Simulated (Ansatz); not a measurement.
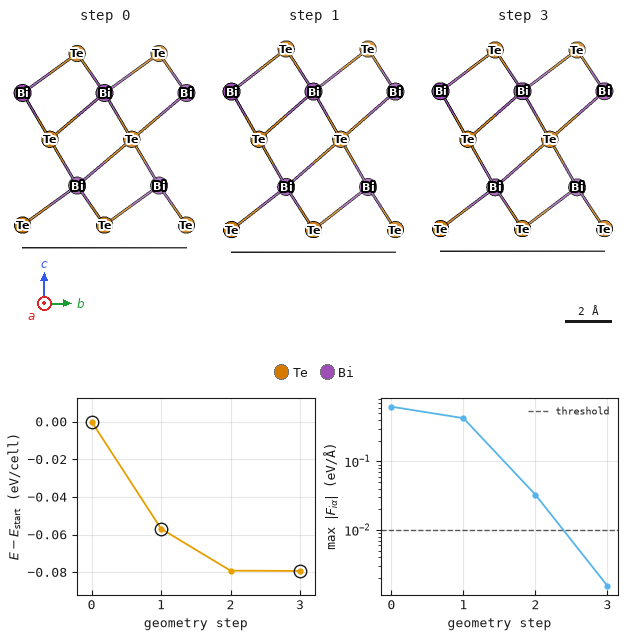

Frames of a relaxation of a slab of composition Bi2Te3, marked on the history of the run. A ball-and-stick model of the 1 × 2 repeat of the cell, outlined in the plane, without the vacuum, seen along the a axis.

Case: biaxial strain -0.040, atoms relaxed.

The calculation used Ansatz 0.2.0, DFT PBE+D3(BJ), scalar-relativistic, plane waves, PAW. Settings: plane-wave cutoff 420 eV; k-point mesh 6 × 6 × 1; occupations gaussian; smearing width 0.02 eV; no spin polarisation; atoms relaxed in a fixed cell; force threshold 0.01 eV/Å; at most 40 steps.

### Describe the path.

After 3 geometry steps the energy has fallen by 79.4 meV per cell of the calculation. The largest force component goes from 0.63 to 0.0015 eV/Å. The largest moves, 0.16 Å, are those of Te atoms. By element the largest moves are Te 0.16 Å, Bi 0.08 Å. The lattice vectors keep their values. Near-neighbour distances that change, for instance: Bi–Te 3.161 → 3.210 Å, Bi–Te 2.975 → 3.023 Å. From step 0 to 1: Te atoms move most (0.20 Å), energy −57.0 meV per cell of the calculation. From step 1 to 3: Te atoms move most (0.04 Å), energy −22.4 meV per cell of the calculation.

| step | E − E(0), meV/atom | largest force component, eV/Å |
| --- | --- | --- |
| 0 | 0.00 | 0.6271 |
| 1 | -11.39 | 0.4267 |
| 2 | -15.84 | 0.0326 |
| 3 | -15.87 | 0.0015 |
